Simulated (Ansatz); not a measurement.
MoS$_{2}$: several calculations on one system

### Relaxation

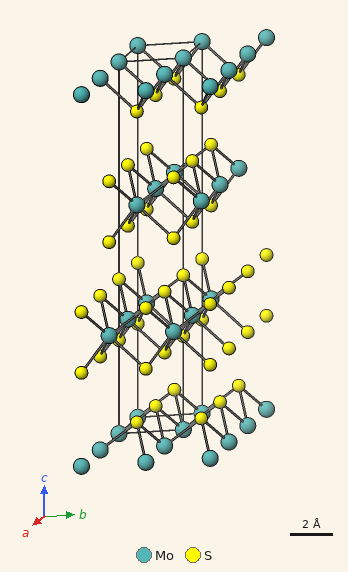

This is the input geometry for a relaxation of a crystal of MoS$_{2}$ (set up in R3m) (coarse preliminary run). The picture is a ball-and-stick view of the conventional cell (3 times the calculation's cell), repeated 3 × 2 × 1 with one cell outlined, seen slightly off an axis. Lengths and directions refer to the drawn axes.

The calculation used DFT PBEsol, scalar-relativistic, plane waves, PAW (Ansatz 0.2.0).

Input file:
```yaml
crystal:
  lattice:
    - [1.5815003568, 0.9130796567, 6.12333]
    - [-1.5815003568, 0.9130796567, 6.12333]
    - [0.0, -1.8261593134, 6.12333]
  atoms:
    - { symbol: Mo, position: [0.0, 0.0, 0.0] }
    - { symbol: S, position: [0.7484, 0.7484, 0.7484] }
    - { symbol: S, position: [0.5849, 0.5849, 0.5849] }
basis:
  ecutwfc: 420
kpoints:
  mp_grid: { grid: [6, 6, 6] }
hamiltonian:
  xc: pbesol
scf:
  occupations: { method: gaussian, width: 0.1 }
output:
  forces: true
  stress: true
  eigenvalues: true
relax:
  adjacent_minimum: "off"
  f_tol: 0.05
  max_steps: 80
  cell: { stress_tol: 0.5 }
```

Launched with:
```bash
ansatz run input.yaml --threads 2 --pin off --max-ram 5120MiB --backend cpu --events-out ev --progress --plain --runs-dir out
```

Predict the outcome.

Answer. The energy falls by 17.9 meV per atom in 2 accepted moves (4 points after the start). The largest force component goes from 1 to 0.01 eV/Å. Pressure: 4.24 GPa at the start and 0.02 GPa at the end. The line search rejected the trial step at point 1 of the run. At 1 point the geometry stayed and the basis and grid were re-selected for the new cell (energy shift of less than 0.05 meV per atom at most each time). The largest moves relative to the cell, 0.031 Å, are those of S2 and S3. S3 goes along +c. Mo stays in place. Cell: a = b 3.163 → 3.143 Å (−0.6 %), c 18.370 → 18.681 Å (+1.7 %). Volume +0.4 %. Among the contacts that change: Mo1–S2 2.364 → 2.392 Å. Bond angles that change, for instance: S2–Mo1–S3 78.9° → 81.3°. The space group stays R3m (No. 160).

History of the run:

```tsv
step	E − E(0), meV/atom	largest force component, eV/Å	pressure, GPa	volume, Å³/atom	note
0	0.00	1.0220	4.24	17.685	
1	3.83	0.6599	1.03	16.857	rejected
2	-17.61	0.0752	-0.60	17.743	
3	-17.87	0.0101	0.02	17.760	
4	-17.88	0.0100	0.02	17.760	same geometry, new basis
```

The end point in the same view:

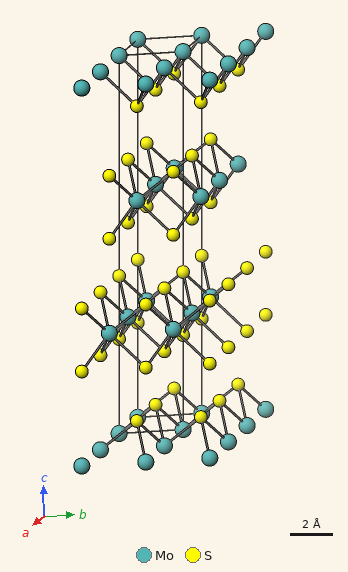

### Relaxation

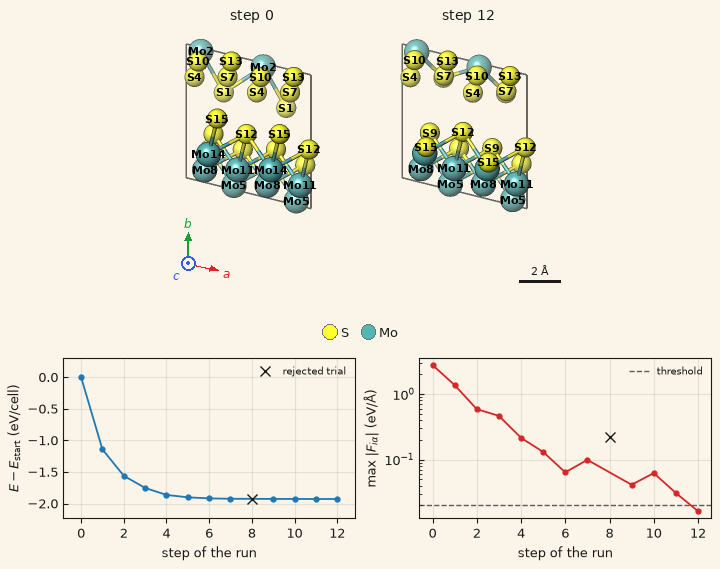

First and last geometry of a relaxation of a slab of composition MoS2 (cut from the R3m phase), with the history of the run. The picture is a ball-and-stick view of the 2 × 1 repeat of the cell, outlined in the plane, without the vacuum (origin shifted), seen along the c axis.

Case: (1 0 1) slab, atoms relaxed. The slab is the (1 0 1) face of MoS2.

The calculation used DFT PBEsol, scalar-relativistic, plane waves, PAW in Ansatz. Set-up: plane-wave cutoff 420 eV; k-point mesh 9 × 4 × 1; occupations gaussian; smearing width 0.05 eV; no spin polarisation; dipole correction; atoms relaxed in a fixed cell; force threshold 0.02 eV/Å; at most 60 steps.

Did the run converge, and what did it change?

It converged. The atom that moves furthest relative to the layer's centre is an S atom (1.51 Å at 72° to the normal (+c side)). Largest moves by element: S 1.51 Å, Mo 0.17 Å. The cell doesn't change. Some distances before and after: Mo–S 2.392 → 2.115 Å, Mo–S 2.392 → 2.250 Å, Mo–Mo 3.143 → 3.012 Å, Mo–S 2.392 → 2.305 Å. Among the angles between lasting bonds that change: S–Mo–S 82.1° → 109.9°, S–Mo–S 135.4° → 110.1°, S–Mo–S 82.2° → 106.4°. After 11 accepted moves (12 points after the start) the energy has fallen by 1.927 eV per cell of the calculation. The largest force component goes from 2.8 to 0.016 eV/Å. The line search rejected the trial step at point 8 of the run.

| step | E − E(0), meV/atom | largest force component, eV/Å | note |
| --- | --- | --- | --- |
| 0 | 0.00 | 2.7826 |  |
| 1 | -76.14 | 1.3730 |  |
| 2 | -103.99 | 0.5888 |  |
| 3 | -116.81 | 0.4652 |  |
| 4 | -124.18 | 0.2146 |  |
| 5 | -126.71 | 0.1305 |  |
| 6 | -127.83 | 0.0637 |  |
| 7 | -128.24 | 0.0988 |  |
| 8 | -128.13 | 0.2247 | rejected |
| 9 | -128.41 | 0.0412 |  |
| 10 | -128.45 | 0.0620 |  |
| 11 | -128.46 | 0.0308 |  |
| 12 | -128.47 | 0.0162 |  |

### A change

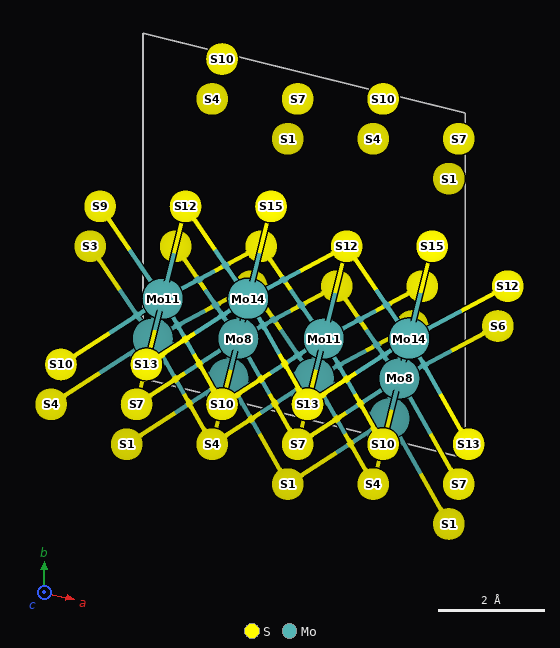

Reference structure: a (1 0 1) slab of MoS2 as cut from the relaxed bulk. A ball-and-stick model of the 2 × 1 repeat of the cell, outlined in the plane, without the vacuum, seen along the c axis.

All numbers below come from DFT PBEsol, scalar-relativistic, plane waves, PAW (Ansatz). (plane-wave cutoff 420 eV; occupations gaussian; no spin polarisation) The k-mesh is chosen for each cell (12×12×12, 9×4×1). Smearing widths differ between the runs.

Change: The atoms of the slab are relaxed at the bulk's in-plane cell.

> What does the calculation give for the changed structure?

The surface energy (mean of the two faces) falls from 2.41 to 1.64 J/m². The top spacing, between the S and Mo planes, goes from 1.57 to 2.09 Å (+33.0 %), the bottom one (S to Mo) from 0.68 to 1.42 Å (+109.8 %). The cell stays as it was. An S atom moves most relative to the layer's centre: 1.51 Å at 72° to the normal (+c side). Largest moves by element: S 1.51 Å, Mo 0.17 Å. Among the bonded contacts that change: Mo–S 2.392 → 2.115 to 2.458 Å.

The changed structure in the same view:

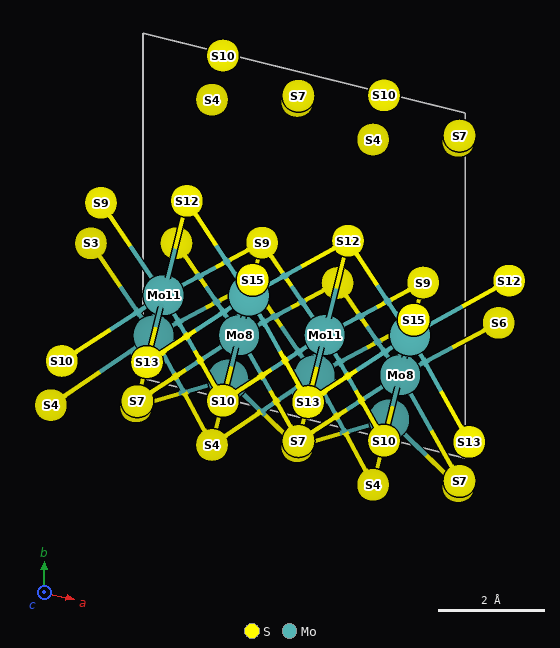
